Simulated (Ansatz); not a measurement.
Input of the run:

```
crystal:
  lattice:
    - [4.6255804284, 0.0, 0.0]
    - [-2.3127902142, 4.0058701582, 0.0]
    - [0.0, 0.0, 25.4977338603]
  atoms:
    - { symbol: Sn, position: [0.3333333333, 0.6666666667, 0.3333629587] }
    - { symbol: Sn, position: [0.0, 0.0, 0.3703934123] }
    - { symbol: Sn, position: [0.0, 0.0, 0.4814847732] }
    - { symbol: Sn, position: [0.6666666667, 0.3333333333, 0.5185152268] }
    - { symbol: Sn, position: [0.6666666667, 0.3333333333, 0.6296065877] }
    - { symbol: Sn, position: [0.3333333333, 0.6666666667, 0.6666370413] }
basis:
  ecutwfc: 420
kpoints:
  mp_grid: { grid: [9, 9, 1] }
hamiltonian:
  xc: pbesol
scf:
  occupations: { method: gaussian, width: 0.1 }
output:
  forces: true
  eigenvalues: true
  write_density: true
  write_potential: true
  elf: true
  volumetric_format: npy
relax:
  adjacent_minimum: "off"
  f_tol: 0.03
  max_steps: 70
  constraints: [{ sites: [0, 1, 2] }]
efield:
  axis: 3
  dipole_correction: true
  ramp_width: 0.04
```

Launched with:
```bash
ansatz run input.yaml --threads 1 --pin off --max-ram 2560MiB --backend cpu --events-out ev --progress --plain --runs-dir out
```

What does the potential across the slab give for the work function?

The work function is 4.42 eV, the same on both faces. The two vacuum levels agree, so the slab has no net dipole along its normal. The outermost atoms are 8.5 Å apart, which leaves 17.0 Å of vacuum in a cell 25.5 Å high.

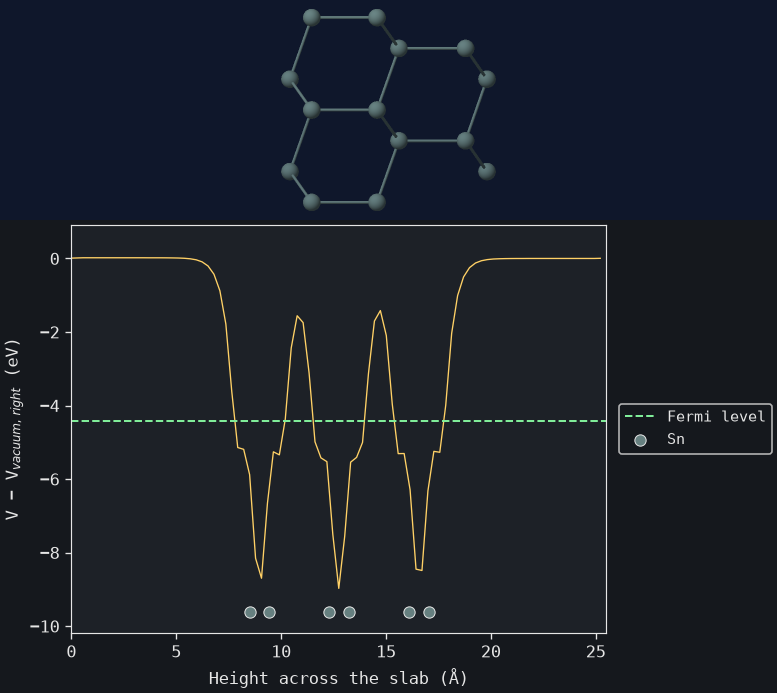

Plane-averaged electrostatic potential energy of an electron across the slab; circles at the bottom mark the heights of the atoms (positions after relaxation). The structure is drawn too.
